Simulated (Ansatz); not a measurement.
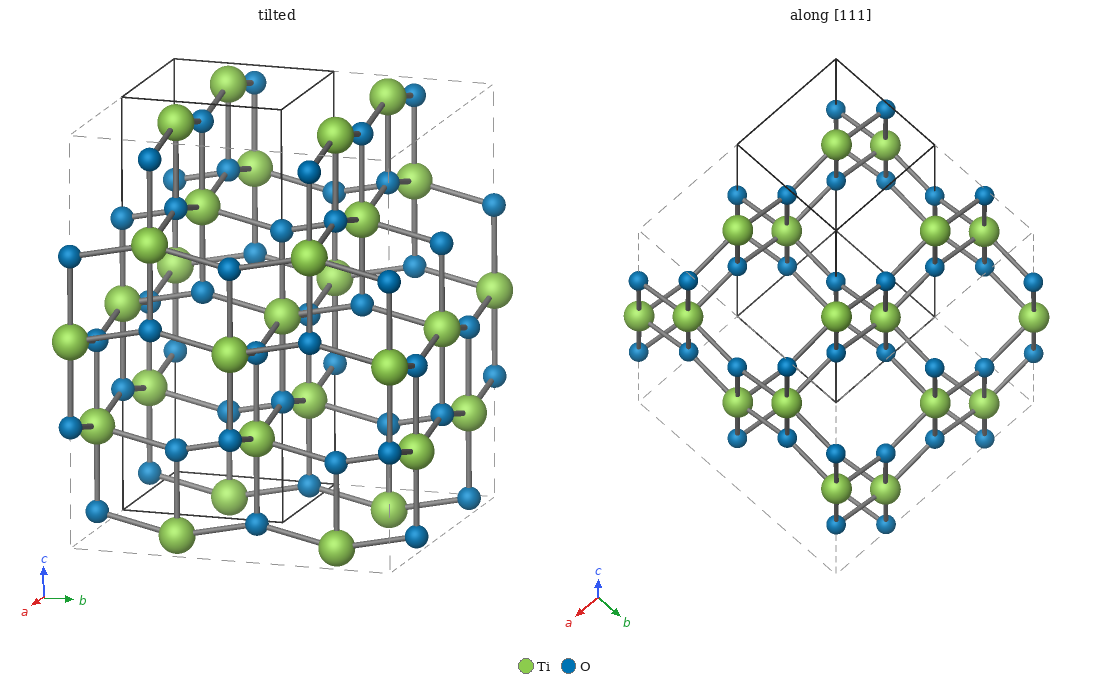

The figure gives a ball-and-stick picture of the atoms, viewed slightly off an axis and along [111]. Shown are 2×2×1 repeats of the unit cell, one of them outlined in solid lines. Cell: a = 3.778 Å, b = 3.778 Å, c = 9.585 Å, α = 90.00°, β = 89.43°, γ = 90.00°.

Summary of the structure:

- The compound is TiO$_{2}$.
- Strictly the space group is C2/m (No. 12, within 0.01 Å). It is a distorted form of a body-centred tetragonal structure, space group I4_1/amd (No. 141) within 0.25 Å: anatase.
- There are 12 atoms in the cell: 4 Ti, 8 O.
- Ti is surrounded by six O at about 1.9 to 2.0 Å. Each O has three Ti at about 1.9 to 2.0 Å. Not all metal-metal contacts are counted.
- The bonds build a three-dimensional framework.

The structure was taken from a structure listed in the Materials Project. The cell was then strained or its atoms displaced on purpose. The atoms were relaxed in a fixed cell with DFT r2SCAN, scalar-relativistic, plane waves, PAW in Ansatz.
